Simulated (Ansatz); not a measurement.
**Run report: SrTiO3, single-point calculation**

SrTiO3 (Pm-3m, 5 atoms in the cell), computed with DFT PBE, scalar-relativistic, plane waves, PAW, no spin polarisation (Ansatz 0.2.0).

The structure derives from a Materials Project entry.

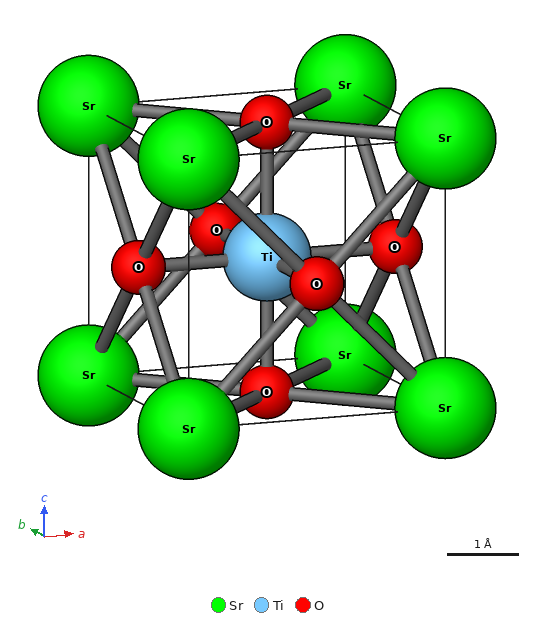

**Figure 1.** The input geometry (ball-and-stick view of the cell of the calculation, seen slightly off an axis).

Key numbers

- outcome: converged
- space group (tolerance 0.01 Å): Pm-3m (221)
- electrons treated: 40
- free energy: −7754.4758 eV
- Fermi energy: 10.849 eV
- gap on the k-point mesh: 1.87 eV
- pressure: 3.22 GPa
- largest force (length of the vector): under 0.001 eV/Å
- hardware: 8 threads of Intel Xeon @ 2.50GHz (Skylake/Cascade Lake), 64 GiB of memory available, shared host
- wall time: 0.54 s (CPU time 2.4 s)
- peak memory: 0.45 GiB

Input file
```yaml
crystal:
  lattice:
    - [3.91270131, 0.0, 0.0]
    - [0.0, 3.91270131, 0.0]
    - [0.0, 0.0, 3.91270131]
  atoms:
    - { symbol: Sr, position: [0.0, 0.0, 0.0] }
    - { symbol: Ti, position: [0.5, 0.5, 0.5] }
    - { symbol: O, position: [0.5, 0.0, 0.5] }
    - { symbol: O, position: [0.5, 0.5, 0.0] }
    - { symbol: O, position: [0.0, 0.5, 0.5] }
basis:
  ecutwfc: 420
kpoints:
  mp_grid: { grid: [6, 6, 6] }
hamiltonian:
  xc: pbe
scf:
  occupations: { method: gaussian, width: 0.1 }
output:
  forces: true
  stress: true
  eigenvalues: true
```

Run as:
```bash
ansatz run input.yaml --threads 8 --pin off --max-ram 20480MiB --backend cpu --events-out ev --progress --plain --runs-dir out
```

Log
```
Engine: ansatz 0.2.0, x86_64-unknown-linux-gnu
Pseudopotentials: kind: paw
Pseudopotential: Sr, paw, valence charge 10, recommended cutoff 420 eV (normal), Sr.paw.azcp
Pseudopotential: Ti, paw, valence charge 12, recommended cutoff 420 eV (normal), Ti.paw.azcp
Pseudopotential: O, paw, valence charge 6, recommended cutoff 420 eV (normal), O.paw.azcp
Functional definition: PBE
  parameter kappa = 0.804
  parameter beta = 0.06672455060314922
  exchange = pbe_x(kappa = kappa, mu = beta*pi^2/3)
  correlation = pbe_c(beta = beta)
Crystal: 5 atoms, lattice volume = 59.900 Å³
Basis set: ecut = 420 eV, 1189 PW (Γ), exchange–correlation on 54×54×54 points (8 copies of the dense FFT grid, shifted against one another)
Bands: 25, of which v1, the nominal top of the filled ones, is band 20 counted from 1 (19 counted from 0)
Symmetry: 48 space group operations
Space group: Pm-3m (ITA 221), of the structure as read, at distance tolerance 3.9e-5 Å
k-points: 20 of 216
Non-local potential: Sr, projectors of the file, l = 0: 3, l = 1: 2, l = 2: 2
Non-local potential: Ti, projectors of the file, l = 0: 3, l = 1: 2, l = 2: 3, l = 3: 1
Non-local potential: O, projectors of the file, l = 0: 2, l = 1: 2, l = 2: 1
PAW form: soft (Blöchl's): semilocal exchange-correlation on the pseudo side does not see the compensation charge
PAW one-centre angular grid: Sr, 110 points (default); XC on 64 Gauss nodes
PAW one-centre angular grid: Ti, 590 points (default); XC on 64 Gauss nodes
PAW one-centre angular grid: O, 110 points (default); XC on 64 Gauss nodes
Initial density: superposition of atomic densities (neutral atoms: chi_scale 0, normalization atom), corrected by the library's trained network
Initial wavefunctions: pseudopotential atomic-orbital guess
Functional: x = pbe(κ = 0.804, μ = 0.2195149727645171), c = pbe(β = 0.06672455060314922)
SCF iter   1: F=—  HF=-7754.473930 eV  |F-HF|=—  |Δ(HF+E_count)|=         —  Δρ=1.96e-3  dr2=1.30e-3  ethr=1.77e-3  ⟨swp⟩=6.7  Hψ=2558  notcnv=0
preconditioner: auto → Resta (q_TF=auto, 2.551 Å⁻¹)  ε∞=5.6  [insulator: Δε(μ)=1.856 eV  Ē_g=12.212 eV  σ=0.100 eV  W_gap=1.00  n_scr=18 (ndim 8)  ℏωp=26.3 eV  f_vac=0.000  D(μ)=0.00/eV (n_scr^D=0)  ε∞_Penn≈5.6]
SCF iter   2: F=—  HF=-7754.476248 eV  |F-HF|=—  |Δ(HF+E_count)|=   2.32e-3  Δρ=9.16e-4  dr2=2.10e-4  ethr=3.25e-6  ⟨swp⟩=3.3  Hψ=1039  notcnv=0  defer=1
SCF iter   3: F=—  HF=-7754.476371 eV  |F-HF|=—  |Δ(HF+E_count)|=   1.23e-4  Δρ=2.12e-4  dr2=1.77e-5  ethr=5.25e-7  ⟨swp⟩=2.4  Hψ=685  notcnv=0  defer=1
SCF iter   4: F=—  HF=-7754.475755 eV  |F-HF|=—  |Δ(HF+E_count)|=   6.16e-4  Δρ=6.35e-5  dr2=3.02e-6  ethr=4.43e-8  ⟨swp⟩=2.0  Hψ=874  notcnv=0  defer=1
SCF iter   5: F=—  HF=-7754.475754 eV  |F-HF|=—  |Δ(HF+E_count)|=   2.51e-7  Δρ=2.41e-5  dr2=5.21e-7  ethr=7.55e-9  ⟨swp⟩=1.9  Hψ=511  notcnv=0  defer=1
SCF iter   6: F=-7754.475754 eV  HF=-7754.475754 eV  |F-HF|=2.86e-8  |Δ(HF+E_count)|=   6.43e-8  Δρ=5.10e-6  dr2=3.72e-8  ethr=2.50e-10  ⟨swp⟩=9.2  Hψ=2463  notcnv=0
SCF 1 converged in 6 iterations: F = -7754.475754 eV  dr2 = 3.72e-8
  greatest PAW one-centre occupation: 0.999 electrons in one spin orbital (limit 2), on the Ti atom at site 1 (counted from 0), in its partial waves of l = 0
SCF converged after 6 iterations
Free energy (F): -7754.475754 eV
Harris-Foulkes:  -7754.475754 eV  (|F-HF|=2.86e-8)
Internal energy: -7754.475754 eV  (E = F + TS)
E sigma→0 (E₀):  -7754.475754 eV
Fermi energy:    10.848998 eV
--- Per-component energies (eV) ---
  E_band       = -208.112356
  E_kinetic    = 1047.859699
  E_local      = -2391.657042  (includes V_loc(G=0)·N_el)
  E_nonlocal   = 347.977529
  E_hartree    = 837.110535
  E_xc         = -496.501486
  E_vxc        = -572.293108  (∫ρ·V_xc dr)
  E_paw        = -4213.661235  (= ΣΔE_a)
  E_vpaw       = -314.223373  (= ΣTr[D̂ρ^β])
  E_aug_tail   = 0.007579  (compensation charges beyond the density's cutoff)
  E_ewald      = -2885.611335
  E_smearing   = -0.000000  (= −TS)
  E_closure    = -0.000000  (closes the sum)
  Σ components = -7754.475754   (vs F -7754.475754, Δ=0.00e0)
--- Forces (eV/Å), atoms counted from 1 ---
  atom   1  Sr    -0.00000000     0.00000000    -0.00000000
  atom   2  Ti     0.00000000    -0.00000000     0.00000000
  atom   3  O      0.00000000    -0.00000000    -0.00000000
  atom   4  O      0.00000000     0.00000000    -0.00000000
  atom   5  O      0.00000000     0.00000000    -0.00000000
  max |Σ_I F_I| component: 8.83e-29 eV/Å
--- Stress (GPa, compression-positive) ---
        3.221024       0.000000       0.000000
       -0.000000       3.221024       0.000000
        0.000000       0.000000       3.221024
  P = ⅓ Tr σ = 3.2210 GPa (32.210 kbar)
--- Band table (eV; the first three rows and the last of 20) ---
  k-point 0: bands = ["-46.5071", "-22.8204", "-22.7651", "-22.7651", "-22.7651", "-7.4850", "-6.5071", "-6.5071", "-4.8142", "-4.8142", "-4.8142", "7.1041", "7.1041", "7.1041", "8.7486", "8.7486", "8.7486", "9.5627", "9.5627", "9.5627", "11.7862", "11.7862", "11.7862", "14.2157", "14.2157"]
  k-point 1: bands = ["-46.5067", "-22.8565", "-22.7643", "-22.7643", "-22.7403", "-7.5008", "-6.5006", "-6.4975", "-4.8027", "-4.8027", "-4.6443", "6.7562", "7.0882", "7.0882", "8.4155", "8.4155", "8.5248", "8.8120", "9.4149", "9.4149", "11.8254", "12.3514", "12.3514", "14.2206", "14.9527"]
  k-point 2: bands = ["-46.5061", "-22.9062", "-22.7629", "-22.7629", "-22.7130", "-7.6181", "-6.4781", "-6.3253", "-4.7794", "-4.7794", "-4.3637", "6.0127", "7.0743", "7.0743", "7.8139", "7.8468", "7.8468", "8.1316", "9.2510", "9.2510", "11.9068", "13.2704", "13.2704", "14.2267", "15.9833"]
  k-point 19: bands = ["-46.5033", "-22.8276", "-22.8276", "-22.8276", "-22.7609", "-6.1538", "-6.1538", "-6.1538", "-5.0742", "-5.0742", "-5.0742", "5.3041", "5.7727", "5.7727", "6.2063", "6.2063", "6.2063", "9.9117", "9.9117", "9.9117", "14.3621", "14.3621", "14.3621", "16.8661", "16.8661"]
```

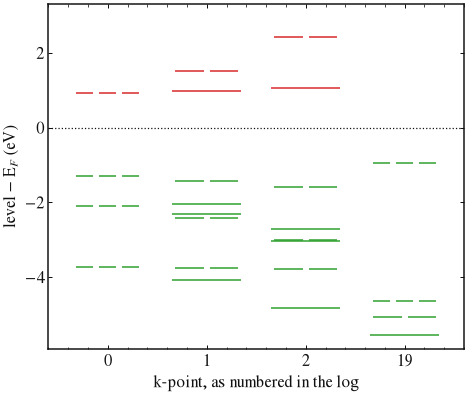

**Figure 2.** Kohn–Sham levels near the Fermi level (dotted) at the few k-points that the log prints; levels within 0.02 eV of each other stand side by side. Among these points the highest filled and lowest empty levels are 1.87 eV apart, which is the gap on the mesh.
